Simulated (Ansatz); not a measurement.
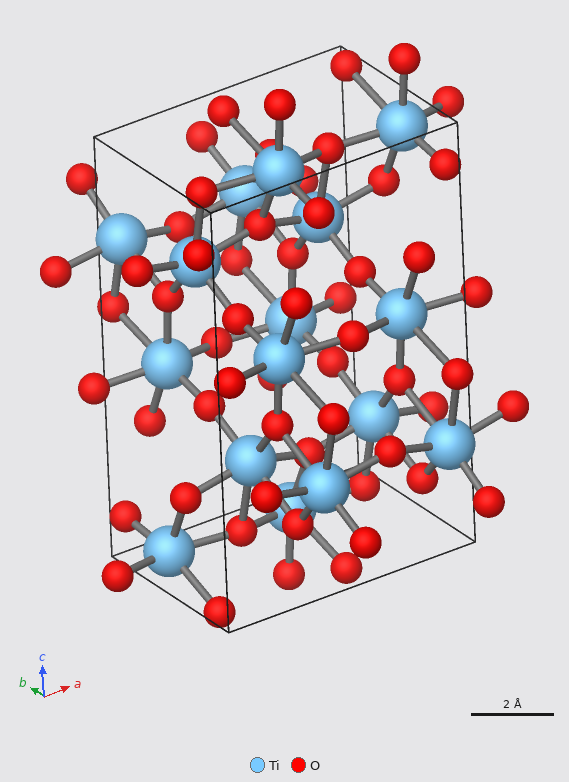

Fig. 1: The structure (ball-and-stick view of the cell of the calculation, seen slightly off an axis; bonded neighbours outside the cell are drawn too). An atom can appear more than once, as a periodic image.

**Single-point calculation of Ti$_{16}$O$_{31}$ (part 1 of 2)**

- system: Ti$_{16}$O$_{31}$ (defect cell, 47 atoms in the cell)
- method: DFT PBE, scalar-relativistic, plane waves, PAW, spin-polarised (Ansatz 0.2.0)

The structure derives from a Materials Project entry.

### Input file
```yaml
crystal:
  lattice:
    - [0.0, -7.533873, 0.0]
    - [-4.225251, -1.883468, -6.328967]
    - [8.081903, -1.883468, -6.328967]
  atoms:
    - { symbol: Ti, position: [0.1782616135, 0.835250558, 0.4512398745] }
    - { symbol: Ti, position: [0.6801683522, 0.8346938315, 0.4455460531] }
    - { symbol: Ti, position: [0.4306418896, 0.3372494615, 0.9471064256] }
    - { symbol: Ti, position: [0.9288187684, 0.3316673584, 0.9470107414] }
    - { symbol: Ti, position: [0.1742526091, 0.540554125, 0.7480663765] }
    - { symbol: Ti, position: [0.4260096169, 0.0445357615, 0.2455597147] }
    - { symbol: Ti, position: [0.6749460079, 0.5452864946, 0.7450987293] }
    - { symbol: Ti, position: [0.9310322313, 0.0380529027, 0.2412964256] }
    - { symbol: Ti, position: [0.0723732841, 0.65402493, 0.059458776] }
    - { symbol: Ti, position: [0.5714281596, 0.6664955195, 0.0531125858] }
    - { symbol: Ti, position: [0.3224864123, 0.1637080717, 0.5533406211] }
    - { symbol: Ti, position: [0.8193242975, 0.1649113351, 0.5526091025] }
    - { symbol: Ti, position: [0.0738462957, 0.9585913624, 0.7480862968] }
    - { symbol: Ti, position: [0.3242375957, 0.4556235081, 0.2570137577] }
    - { symbol: Ti, position: [0.5728009252, 0.9560563708, 0.7549460323] }
    - { symbol: Ti, position: [0.8204368093, 0.452617542, 0.2556277885] }
    - { symbol: O, position: [0.3460846354, 0.2565243353, 0.3725906642] }
    - { symbol: O, position: [0.5935666683, 0.7568371992, 0.8732680769] }
    - { symbol: O, position: [0.840766301, 0.2564323213, 0.3740581008] }
    - { symbol: O, position: [0.1770065675, 0.005452258, 0.2839959499] }
    - { symbol: O, position: [0.6781127575, 0.0052519731, 0.2841202086] }
    - { symbol: O, position: [0.4254876414, 0.5116411433, 0.7867303736] }
    - { symbol: O, position: [0.9264689278, 0.5071202825, 0.7853267944] }
    - { symbol: O, position: [0.0023116859, 0.870351281, 0.1184553525] }
    - { symbol: O, position: [0.5015326488, 0.8662319504, 0.1304921682] }
    - { symbol: O, position: [0.2562566101, 0.3657944085, 0.6255045007] }
    - { symbol: O, position: [0.7510332236, 0.3639816953, 0.6314817174] }
    - { symbol: O, position: [0.152491877, 0.7453921129, 0.6329191756] }
    - { symbol: O, position: [0.4047660578, 0.2436416253, 0.126394949] }
    - { symbol: O, position: [0.6573820548, 0.7426686482, 0.6265589504] }
    - { symbol: O, position: [0.909669803, 0.2427415303, 0.1270129512] }
    - { symbol: O, position: [0.087306177, 0.0875081532, 0.5605747024] }
    - { symbol: O, position: [0.3372865372, 0.5939550734, 0.0619351336] }
    - { symbol: O, position: [0.5877379039, 0.0891504565, 0.5631809803] }
    - { symbol: O, position: [0.8352753097, 0.5933945383, 0.0625301749] }
    - { symbol: O, position: [0.2489136978, 0.6342943641, 0.3714669492] }
    - { symbol: O, position: [0.7490162783, 0.6334496672, 0.3687018877] }
    - { symbol: O, position: [0.4938163283, 0.138267256, 0.8682396506] }
    - { symbol: O, position: [1.0029302496, 0.1284083079, 0.8753965419] }
    - { symbol: O, position: [0.1589849497, 0.4235634514, 0.9377696148] }
    - { symbol: O, position: [0.4134483253, 0.9084581266, 0.4366627768] }
    - { symbol: O, position: [0.6646037712, 0.4054844049, 0.936996768] }
    - { symbol: O, position: [0.9147341818, 0.9065166647, 0.4355158253] }
    - { symbol: O, position: [0.0737419684, 0.4899885128, 0.2158424709] }
    - { symbol: O, position: [0.5733917434, 0.4909323809, 0.2146294766] }
    - { symbol: O, position: [0.3234358734, 0.9917969512, 0.7163854441] }
    - { symbol: O, position: [0.8214413769, 0.993373046, 0.7181283622] }
magnetization:
  spin_polarized: true
basis:
  ecutwfc: 420
  fft_grid_basis: typed
kpoints:
  mp_grid: { grid: [2, 2, 1] }
hamiltonian:
  xc: pbe
  pseudopotentials: { kind: paw }
scf:
  occupations: { method: gaussian, width: 0.05 }
  n_extra_bands: 17
output:
  forces: true
  stress: false
  eigenvalues: true
  bader: false
  write_density: false
  volumetric_format: npy
  populations: true
  band_densities:
    - { e_range: [-0.25, 0.25] }
    - { e_range: [-1.2, 0.0] }
    - { e_range: [0.0, 1.2] }
  dos:
    e_range: [-30, 8]
    de: 0.02
    method: { smearing: { sigma: 0.03, scheme: gaussian } }
    projected: { site_lists: { O: [O], Ti: [Ti] } }
checkpoint:
  read: start.run
  write: ck
  compress: false
  write_wavefunctions: false
  write_every: 100000
```

Run as:
```bash
ansatz run input.yaml --threads 4 --pin off --max-ram 10240MiB --backend cpu --events-out ev --progress --plain --runs-dir out
```

### Output
```
Warning: checkpoint.read: spin seed differs: saved e9ecad980265…, current 41879481ceb7…; the loaded state replaces the seed-built initial guess (but the starting_ns of a DFT+U solve that opens without the state's occupation matrices), so the run may converge into the producing seed's basin, or, where the symmetry group that follows from this deck's starting moments and starting_ns does not hold the saved magnetisation, lose that magnetisation at its first build. Where atoms have moved since the state was saved, this difference can also decide whether moments are moved with them. A self-consistent run of this deck without the state starts from its starting moments and, under a DFT+U term, its starting_ns
scf.n_extra_bands = 17 over 189 filled bands (N_el = 378.0): the run solves 206 bands
Engine: ansatz 0.2.0, aarch64-unknown-linux-gnu
Pseudopotentials: kind: paw
Pseudopotential: Ti, paw, valence charge 12, recommended cutoff 420 eV (normal), Ti.paw.azcp
Pseudopotential: O, paw, valence charge 6, recommended cutoff 420 eV (normal), O.paw.azcp
Functional definition: PBE
  parameter kappa = 0.804
  parameter beta = 0.06672455060314922
  exchange = pbe_x(kappa = kappa, mu = beta*pi^2/3)
  correlation = pbe_c(beta = beta)
Crystal: 47 atoms, lattice volume = 586.825 Å³
Basis set: ecut = 420 eV, 11453 PW (Γ), exchange–correlation on 108×108×144 points (8 copies of the dense FFT grid, shifted against one another)
Bands: 206, of which v1, the nominal top of the filled ones, is band 189 counted from 1 (188 counted from 0)
Symmetry: 1 space group operations
Space group: P1 (ITA 1), of the structure as read, at distance tolerance 8.4e-5 Å
k-points: 4
Non-local potential: Ti, projectors of the file, l = 0: 3, l = 1: 2, l = 2: 3, l = 3: 1
Non-local potential: O, projectors of the file, l = 0: 2, l = 1: 2, l = 2: 1
PAW form: soft (Blöchl's): semilocal exchange-correlation on the pseudo side does not see the compensation charge
PAW one-centre angular grid: Ti, 590 points (default); XC on 64 Gauss nodes
PAW one-centre angular grid: O, 110 points (default); XC on 64 Gauss nodes
Initial density: read from a saved state, or passed on in memory by an earlier SCF of this step, an earlier step, the calling program or the single point that the run made first
Stability of the state it starts from, as read at its close in the collinear treatment: not read negative (Ritz values of 1 − χ₀K, real part plus size of imaginary part, from 0.22 to 0.38, by its mixing steps under no symmetry); its run was given moments
Initial wavefunctions: pseudopotential atomic-orbital guess
Functional: x = pbe(κ = 0.804, μ = 0.2195149727645171), c = pbe(β = 0.06672455060314922)
iter 1 solved again at ethr=3.76e-7 eV; its pass at ethr=3.10e-3 eV (dr2=1.42e-3 eV) is discarded
SCF iter   1: F=—  HF=-57649.713659 eV  |F-HF|=—  |Δ(HF+E_count)|=         —  Δρ=7.56e-7 (↑7.10e-7 ↓7.56e-7)  dr2=1.48e-8  dr2_m=1.16e-10  M=-0.000 μB ∫|m|=0.000 μB  β_m=0.30  ethr=3.76e-7  ⟨swp⟩=4.0  Hψ=10896  notcnv=0
eigensolver tolerance schedule: the retry pair's looser diagonalisation over-reported the residual by 96062.87 of it (diagonalisation noise at an unbounded share of the residual, at the tolerance the schedule requests for it); recorded, not acted on — ethr = c·dr2/N_el stays at c = 1.0e-1
preconditioner: auto → Resta (q_TF=auto, 2.535 Å⁻¹)  ε∞=8.3  [insulator: Δε(μ)=0.135 eV  Ē_g=8.945 eV  σ=0.050 eV  W_gap=0.94  n_scr=158 (ndim 8)  ℏωp=24.2 eV  f_vac=0.130  D(μ)=2.72/eV (n_scr^D=6)  ε∞_Penn≈8.3]
spin=Collinear: Resta preconditioning applied to the charge; magnetization (m = ρ↑ − ρ↓) channel mixes plain (no charge-response kernel on spin).
SCF iter   2: F=—  HF=-57649.713734 eV  |F-HF|=—  |Δ(HF+E_count)|=   7.46e-5  Δρ=4.92e-7 (↑4.92e-7 ↓4.71e-7)  dr2=5.27e-9  dr2_m=1.07e-10  M=-0.000 μB ∫|m|=0.000 μB  β_m=0.26  ethr=3.92e-12  ⟨swp⟩=9.8  Hψ=7094  notcnv=0
SCF iter   3: F=-57649.713734 eV  HF=-57649.713734 eV  |F-HF|=1.09e-10  |Δ(HF+E_count)|=  4.44e-10  Δρ=2.69e-7 (↑2.69e-7 ↓2.36e-7)  dr2=1.15e-9  dr2_m=1.01e-10  M=-0.000 μB ∫|m|=0.000 μB  ethr=1.39e-12  ⟨swp⟩=1.0  Hψ=3980  notcnv=0
SCF 1 converged in 3 iterations: F = -57649.713734 eV  dr2 = 1.15e-9
  greatest PAW one-centre occupation: 0.999 electrons in one spin orbital (limit 2), on the Ti atom at site 5 (counted from 0), in its partial waves of l = 0
NSCF: frozen V_eff on 4 k-points
SCF converged after 3 iterations
Stability not told: four more passes, on both sides of the state, did not bear out a value that the check read (what they give back stands 2.1e-2 off what the trial steps together say and has a step dependence of 5.8e-5, where 1.5e-2 is allowed for the two together; they point to 1.6e-1, and to 1.4e-1 with those two taken off, where more than the noise floor of 3.8e-5 is asked); the value that it reports is 1.5e-1: no lower mode is shown, and none is ruled out
Magnetization: -0.0001 μB (189.0000 up, 189.0000 down)
Absolute magnetization: 0.0002 μB (∫|ρ↑−ρ↓|, with the PAW one-centre terms)
Spin contamination: 0.0000 ħ² per cell (⟨S²⟩ above its minimum at these occupations)
Per-site moments (μB) at R_I (Å): [(9.598939708981207e-7, 0.7377333739570701), (1.2274660007119136e-6, 0.7321413338547577), (5.943012402247427e-7, 0.7304756076824094), (5.249328792693512e-7, 0.7270426940944658), (5.016361665480978e-7, 0.7770155705032349), (6.077780267503118e-7, 0.7693901538388214), (2.741997820412898e-6, 0.7673581283327919), (-5.603152457437633e-7, 0.767537511878417), (4.98253583841104e-6, 0.7410772199282522), (4.877112299739573e-7, 0.729064931447993), (1.5358764869013528e-6, 0.7246725693508657), (1.726692353414379e-6, 0.7304828201696419), (-3.122015415242764e-5, 0.786342036500942), (1.0491533969680043e-6, 0.764101132448116), (6.949319042246783e-7, 0.7711682314381982), (3.4385614018469043e-6, 0.7642141417415395), (-1.288208454124149e-7, 0.764101132448116), (-1.890184325802798e-7, 0.7711682314381982), (-4.80425251427982e-7, 0.7642141417415395), (-3.3111850299371315e-7, 0.7979719781524102), (-4.705844425652483e-8, 0.8039150763462345), (-9.116488886813452e-7, 0.7942547680963035), (-1.0683729194780761e-6, 0.7885422965851185), (-1.0148936982805812e-7, 0.7410772199282522), (-4.9138045909936146e-8, 0.729064931447993), (-1.4274107592768708e-6, 0.7246725693508657), (-3.540416794162697e-7, 0.7304828201696419), (-9.006870533885419e-7, 0.7770155705032349), (-8.223800947806872e-8, 0.7730111193135119), (-2.0443516484997295e-7, 0.7673581283327919), (-9.53063518865423e-8, 0.7745953905670038), (-2.0343233334364473e-6, 0.8158209744659812), (-5.3337940836094084e-8, 0.8009221505801775), (-6.662653232715135e-8, 0.8064704546620537), (-4.953364890835354e-7, 0.8040583242833725), (-1.9894918602448608e-7, 0.7377333739570701), (-4.20354534701466e-7, 0.7321413338547577), (-1.5633854473379395e-7, 0.7304756076824094), (1.1136161447858667e-6, 0.7270426940944658), (-1.6543292256380573e-7, 0.8298677714585394), (-1.69433835091915e-7, 0.8107666466868488), (-1.4001612948528041e-7, 0.801679801895176), (-4.1586416489946706e-8, 0.8087756316919826), (-1.6845424476280415e-6, 0.8075002849020834), (-2.091826058477102e-7, 0.795327861263306), (9.260303836345387e-7, 0.7938656632998795), (8.286646486317638e-7, 0.7955733496739921)]
Free energy (F): -57649.713734 eV
Harris-Foulkes:  -57649.713734 eV  (|F-HF|=1.09e-10)
Internal energy: -57649.710333 eV  (E = F + TS)
E sigma→0 (E₀):  -57649.712033 eV
Entropy (-TS):   -0.003401 eV (-0.072 meV/atom)
Fermi energy:    8.771524 eV
--- Per-component energies (eV) ---
  E_band       = -4016.003919
  E_kinetic    = 9774.468584
  E_local      = -31888.021979  (includes V_loc(G=0)·N_el)
  E_nonlocal   = 1534.949284
  E_hartree    = 12610.715168
  E_xc         = -3856.367441
  E_vxc        = -4881.535848  (∫ρ·V_xc dr)
  E_paw        = -21621.658051  (= ΣΔE_a)
  E_vpaw       = -3777.372788  (= ΣTr[D̂ρ^β])
  E_aug_tail   = 0.078111  (compensation charges beyond the density's cutoff)
  E_ewald      = -24203.874008
  E_smearing   = -0.003401  (= −TS)
  E_closure    = -0.000000  (closes the sum)
  Σ components = -57649.713734   (vs F -57649.713734, Δ=0.00e0)
--- Forces (eV/Å), atoms counted from 1 ---
  atom   1  Ti    -0.00123609     0.00095488     0.00233012
  atom   2  Ti     0.00475643     0.00186326    -0.00293748
  atom   3  Ti     0.00725555     0.00421060     0.00740225
  atom   4  Ti    -0.00146936     0.00584900    -0.00012499
  atom   5  Ti     0.00648814    -0.00200855    -0.01306338
  atom   6  Ti    -0.00643923    -0.00795505     0.00511466
  atom   7  Ti     0.00360855     0.00861613    -0.01136296
  atom   8  Ti    -0.00660083    -0.00562899     0.00173129
  atom   9  Ti     0.01109969     0.00297434     0.00233660
  atom  10  Ti     0.00073549    -0.00706248     0.00674313
  atom  11  Ti     0.01017762     0.00564708    -0.00025376
  atom  12  Ti     0.00188305     0.00745209    -0.00128396
  atom  13  Ti    -0.00595529     0.00124388    -0.02771960
  atom  14  Ti     0.00512842     0.00633649    -0.00570689
  atom  15  Ti     0.00260667    -0.01154071    -0.00055458
  atom  16  Ti    -0.00466572    -0.00453352    -0.00210792
  atom  17  O      0.00162704     0.00017230    -0.00180649
  atom  18  O      0.00775144    -0.00478807    -0.00308606
  atom  19  O     -0.00689187     0.00036845     0.00530819
  atom  20  O     -0.00054416    -0.00245050    -0.00290548
  atom  21  O     -0.00766724     0.00345642    -0.00017434
  atom  22  O     -0.00032340     0.00636422     0.00171109
  atom  23  O      0.00764151    -0.01011961     0.00142058
  atom  24  O     -0.00314917     0.00701660    -0.01061431
  atom  25  O      0.00249003     0.00676152    -0.00974108
  atom  26  O     -0.02577568    -0.00518355     0.02125951
  atom  27  O     -0.01020911    -0.00273831     0.01634397
  atom  28  O      0.00103038    -0.00433511     0.02323698
  atom  29  O      0.01824591     0.00339951     0.00003004
  atom  30  O     -0.01130027     0.00359771     0.00119299
  atom  31  O      0.01169800     0.00126478     0.00122681
  atom  32  O     -0.00874251    -0.00899618     0.00645924
  atom  33  O      0.00406832     0.00409603    -0.00772890
  atom  34  O     -0.00375980    -0.00358659     0.00106606
  atom  35  O      0.00353085     0.00409208    -0.00585594
  atom  36  O     -0.00595268    -0.00163598     0.00981092
  atom  37  O     -0.00784132    -0.00333771     0.00545903
  atom  38  O     -0.00126354     0.00191497    -0.00200574
  atom  39  O      0.00449396     0.00032652    -0.00400554
  atom  40  O      0.00179899    -0.00110262    -0.00585952
  atom  41  O      0.00665159     0.00176082     0.00142529
  atom  42  O     -0.00267774    -0.00437009    -0.00440424
  atom  43  O      0.00015931     0.00227036     0.00191752
  atom  44  O      0.00048401     0.00041246    -0.00133345
  atom  45  O      0.00489715     0.00044406    -0.00209855
  atom  46  O     -0.00599217     0.00799450     0.00572118
  atom  47  O     -0.00185189    -0.00948667    -0.00251397
  max |Σ_I F_I| component: 1.69e-6 eV/Å
--- Band table (eV; the first three rows and the last of 8) ---
```
